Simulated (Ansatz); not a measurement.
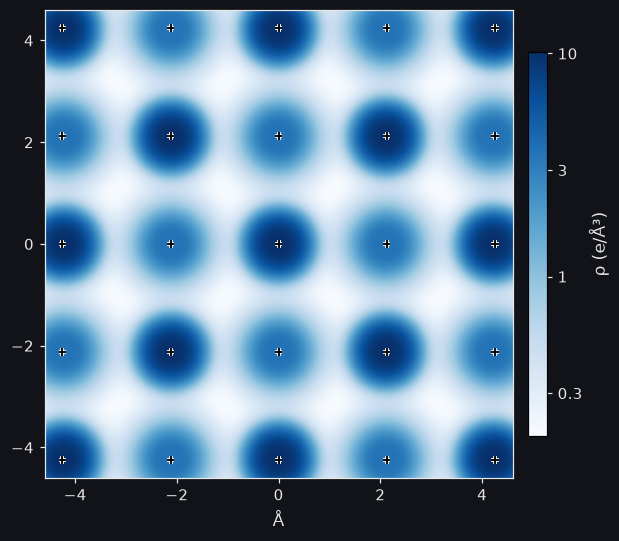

The valence pseudo-density on a plane through atoms (crosses mark nuclei in the plane).

All numbers below come from DFT PBE, scalar-relativistic, plane waves, PAW (Ansatz).

Candidates:
A. TiN, a = 4.25 Å, b = 4.25 Å, c = 4.25 Å, α = 90.00°, β = 90.00°, γ = 90.00°. Space group Fm-3m; computed without spin polarisation.
B. InPd (slab), a = 4.67 Å, b = 4.67 Å, c = 19.77 Å, α = 90.00°, β = 90.00°, γ = 120.00°. Computed without spin polarisation.

> Which candidate gave the map?

Candidate A: TiN on the (010) plane of the conventional cell, which holds Ti and N. Ti–N (2.12 Å): ρ is about 0.5 e/Å³ halfway.
